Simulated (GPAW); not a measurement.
System: rocksalt PbSe, space group Fm-3m (No. 225), 2 atoms in the primitive cell; cubic a = 6.121 Å. Starting point: LDA, the program's PAW data sets (release 1.2.1) made for this functional, no spin polarisation, no spin-orbit coupling, 4×4×4 k mesh, 450 eV cutoff, Fermi-Dirac smearing of 0.001 eV (GPAW 26.7.0). Many-body step: G0W0 with response cutoff 150 eV, frequency model plasmon pole and response bands 239, extrapolated in the response cutoff.

In LDA the smallest gap over these k points is 0.14 eV, with direct gaps of 0.14 eV at L and 6.45 eV at Γ.

**What does G0W0 give?**

Over the k points that were corrected, the smallest gap goes from 0.14 eV in LDA (direct at L) to 0.42 eV in G0W0 (direct at L), a change of +0.28 eV. Counted from the valence top, the lowest empty level moves by +0.28 eV at L and +0.48 eV at Γ: a spread of 0.20 eV on a mean of 0.38 eV, so one scissor shift doesn't describe this level. Only two empty levels a point were corrected, so a higher one could drop under them. The top filled level also moves against the valence top, by −0.21 eV at Γ. The quasiparticle weight (renormalisation factor) lies between 0.77 and 0.80 for the top filled and first empty levels.

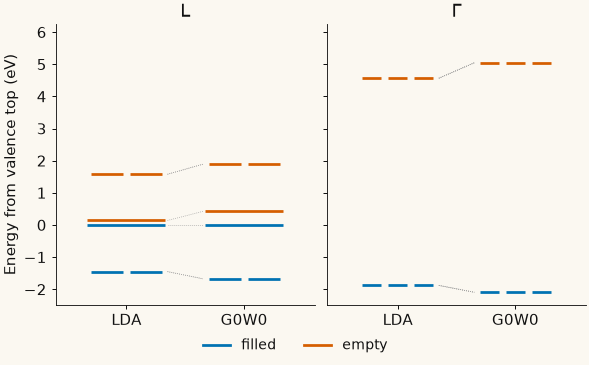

Levels at L and Γ in LDA and in G0W0, each set counted from its own valence top. Degenerate partners of corrected states are drawn at the same energy.

```csv
k point,LDA direct gap (eV),G0W0 direct gap (eV)
L,0.14,0.42
Γ,6.45,7.14
```

The k mesh is coarse (spacing up to 0.44 Å⁻¹), so the values aren't converged. The quasiparticle gap is taken among the few k points that were corrected. The long-wavelength limit can be off by a per cent or two. Spin-orbit coupling is left out, which matters for Pb and Se. The mesh is finite, so these values aren't fully converged.
